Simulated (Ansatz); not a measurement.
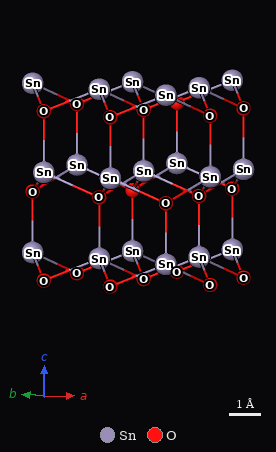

Solid SnO (a generated structure, set up in P6_3mc) (coarse preliminary run), before the relaxation. A ball-and-stick model of the atoms within 5.0 Å of the atom that moves most (axes of the cell of the calculation), seen from a free direction.

Case: Co → Sn on all its sites, cell and atoms relaxed.

Method: DFT PBE, scalar-relativistic, plane waves, PAW (Ansatz).

Input file:
```yaml
crystal:
  lattice:
    - [3.3027895072, 0.0, 0.0]
    - [-1.6513947536, 2.8602996166, 0.0]
    - [0.0, 0.0, 5.5145811002]
  atoms:
    - { symbol: Sn, position: [0.0, 0.0, 0.0071360785] }
    - { symbol: Sn, position: [0.3333333333, 0.6666666667, 0.5071361004] }
    - { symbol: O, position: [0.0, 0.0, 0.3678643005] }
    - { symbol: O, position: [0.3333333333, 0.6666666667, 0.8678645207] }
basis:
  ecutwfc: 420
kpoints:
  mp_grid: { grid: [6, 6, 4] }
hamiltonian:
  xc: pbe
scf:
  occupations: { method: gaussian, width: 0.1 }
output:
  forces: true
  stress: true
  eigenvalues: true
relax:
  adjacent_minimum: "off"
  f_tol: 0.05
  max_steps: 60
  cell: { stress_tol: 0.5 }
```

Command:
```bash
ansatz run input.yaml --threads 1 --pin off --max-ram 2560MiB --backend cpu --events-out ev --progress --plain --runs-dir out
```

Q: Predict the outcome.

A: Over 20 accepted moves (24 points after the start) the energy falls by 5.039 eV per cell of the calculation. Largest force component: 0.006 eV/Å at the start, 0.0058 eV/Å at the end. Pressure: 68.45 GPa at the start and 0.10 GPa at the end. The SCF was repeated 4 times at an unchanged geometry on a basis and grid sized afresh for the cell, which shifted the energy by 0.436 eV per cell of the calculation at most. The largest moves relative to the cell, 0.10 Å, are those of Sn1, Sn2, O3 and O4. Sn1 goes along −c. Largest moves by element: Sn 0.10 Å, O 0.10 Å. The drawn cell changes as follows: a = b 3.303 → 3.365 Å (+1.9 %), c 5.515 → 8.953 Å (+62.4 %); the volume changes by +68.6 %. Among the contacts that change: Sn1–O3 1.989 → 3.436 Å, Sn1–O4 2.056 → 2.204 Å. Bonds break: Sn1–O3 (1.99 → 3.44 Å), Sn2–O4 (1.99 → 3.44 Å). Bond angles that change, for instance: Sn1–O4–Sn1 106.9° → 99.5°, O4–Sn1–O4 106.9° → 99.5°. The space group stays P6_3mc (No. 186).

After the run, drawn alike:

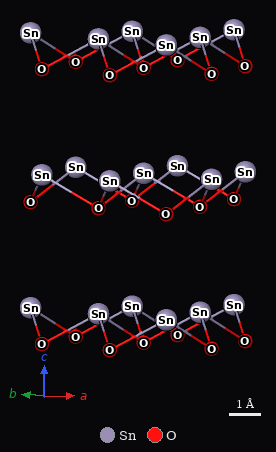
